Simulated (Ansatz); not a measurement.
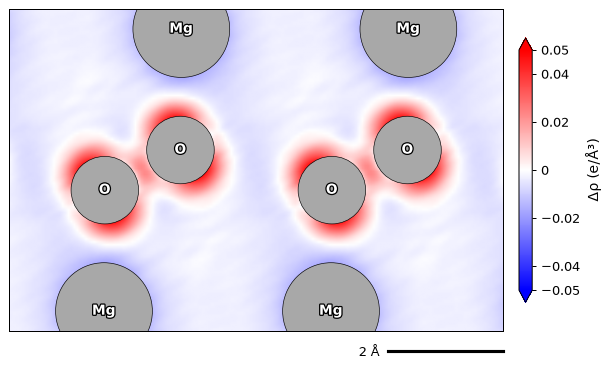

MgO$_{2}$. Difference of the valence pseudo-densities of two functionals at the same geometry, on the (11̄0) plane of the calculation cell: r2SCAN less LDA.

Both computed with Ansatz (plane waves, PAW), on the same k-point mesh. Grey discs cover the atomic cores.

```
Mg O
1.0
     1.60285    0.92541    3.48703
    -1.60285    0.92541    3.48703
     0.00000   -1.85081    3.48703
Mg O
1 2
Direct
  0.00000 0.00000 0.00000
  0.42885 0.42885 0.42885
  0.57115 0.57115 0.57115
```

Q: Where does the change of functional move the electrons?

A: Against LDA, r2SCAN gives less density around Mg (−0.008 e/Å³ on average at 1.0 Å from the nucleus), more density around O (+0.018 e/Å³ on average at 0.7 Å from the nucleus), less density in the space between the atoms (−0.003 e/Å³ on average) and a change of +0.022 e/Å³ at the midpoint of O–O and −0.005 e/Å³ at the midpoint of Mg–O.
